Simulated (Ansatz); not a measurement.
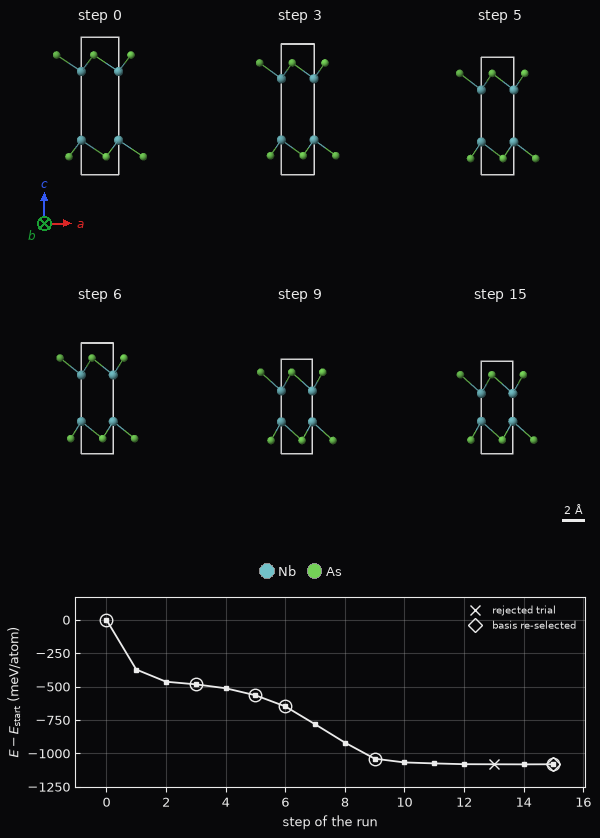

Frames of a relaxation of crystalline NbAs (a generated structure, set up in P-3m1) (coarse preliminary run), marked on the history of the run. The picture is a ball-and-stick view of the cell of the calculation, seen along the b axis.

Level of theory: DFT PBE, scalar-relativistic, plane waves, PAW in Ansatz 0.2.0. (plane-wave cutoff 420 eV; k-point mesh 6 × 6 × 2; occupations gaussian; smearing width 0.1 eV; no spin polarisation; cell and atoms relaxed; force threshold 0.04 eV/Å; at most 70 steps)

**What happens along the run?**

The largest moves relative to the cell, 0.83 Å, are those of Nb atoms. Largest moves by element: Nb 0.83 Å, As 0.14 Å. Cell: a = b 3.917 → 3.311 Å (−15.5 %), c 12.536 → 8.429 Å (−32.8 %). Volume −52.0 %. Among the contacts that change: Nb–Nb 6.268 → 2.546 Å, As–As 3.967 → 3.128 Å, As–As 3.917 → 3.311 Å, As–Nb 2.716 → 2.561 Å. New bonds form: Nb–Nb (6.27 → 2.55 Å). Among the angles between lasting bonds that change: As–Nb–As 92.3° → 80.6°, Nb–As–Nb 92.3° → 80.6°. The space group stays P-3m1 (No. 164). Over 13 accepted moves (15 points after the start) the energy falls by 1081 meV per atom. Largest force component: 2.5 eV/Å at the start, 0.033 eV/Å at the end. The pressure goes from −10.72 to −0.02 GPa. The line search rejected the trial step at point 13 of the run. At 1 point the geometry stayed and the basis and grid were re-selected for the new cell (energy shift of 0.7 meV per atom at most each time). From step 0 to 3: Nb atoms move most (0.19 Å), volume −26.6 %, energy −483 meV per atom. From step 3 to 5: Nb atoms move most (0.13 Å), volume −11.1 %, energy −81.8 meV per atom. From step 5 to 6: Nb atoms move most (0.12 Å), volume −9.4 %, energy −83.0 meV per atom. From step 6 to 9: Nb atoms move most (0.40 Å), volume −19.3 %, energy −392 meV per atom. From step 9 to 15: Nb atoms move most (0.11 Å), volume +0.6 %, energy −41.6 meV per atom.

| step | E − E(0), meV/atom | largest force component, eV/Å | pressure, GPa | volume, Å³/atom | note |
| --- | --- | --- | --- | --- | --- |
| 0 | 0.00 | 2.4859 | -10.72 | 41.650 |  |
| 1 | -371.65 | 1.2606 | 0.58 | 37.326 |  |
| 2 | -462.96 | 0.0757 | -1.87 | 34.247 |  |
| 3 | -482.64 | 0.3829 | 1.17 | 30.573 |  |
| 4 | -511.79 | 0.5306 | 0.67 | 28.731 |  |
| 5 | -564.43 | 0.5373 | -1.50 | 27.194 |  |
| 6 | -647.47 | 1.1351 | -0.36 | 24.647 |  |
| 7 | -781.04 | 1.7705 | 0.25 | 22.394 |  |
| 8 | -918.30 | 1.6176 | 0.27 | 20.861 |  |
| 9 | -1039.04 | 1.0714 | 0.35 | 19.887 |  |
| 10 | -1067.00 | 0.4604 | 3.14 | 19.336 |  |
| 11 | -1074.36 | 0.3724 | 1.86 | 19.368 |  |
| 12 | -1080.18 | 0.2177 | -0.32 | 19.904 |  |
| 13 | -1079.75 | 0.2904 | 1.20 | 19.982 | rejected |
| 14 | -1081.38 | 0.0330 | -0.01 | 20.011 |  |
| 15 | -1080.64 | 0.0326 | -0.02 | 20.011 | same geometry, new basis |
